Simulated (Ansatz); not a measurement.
The compound is InN (space group P6_3mc, No. 186), taken as the end point of a relaxation at fixed volume with Ansatz 0.2.0, DFT r2SCAN, scalar-relativistic, plane waves, PAW.

```yaml
crystal:
  lattice:
    - [3.51297, 0.00000, 0.00000]
    - [-1.75648, 3.04232, 0.00000]
    - [0.00000, 0.00000, 5.65954]
  atoms:
    - { symbol: In, position: [0.33333, 0.66667, 0.99769] }
    - { symbol: In, position: [0.66667, 0.33333, 0.49769] }
    - { symbol: N, position: [0.33333, 0.66667, 0.37731] }
    - { symbol: N, position: [0.66667, 0.33333, 0.87731] }
```

Bonds are taken as In–N below 2.4 Å. Atoms with one bond or none are removed and atoms with two bonds are replaced by edges, until no such atom is left.

What net does this leave?

The result is a uninodal 4-connected, three-periodic net: In and N are 4-connected nodes. It is the lon net, known from lonsdaleite, wurtzite and tridymite. It is a single net, without interpenetration.

```json
{"node": "In and N", "links": "4", "point symbol": "6^6", "coordination sequence": "4 12 25 44 67 96 130 170"}
```

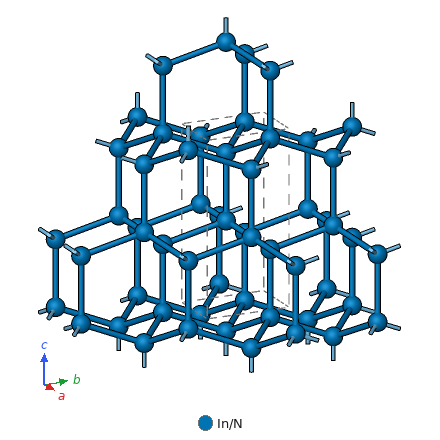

Nodes are coloured by topological kind. Edges to nodes outside the piece are drawn as stubs.
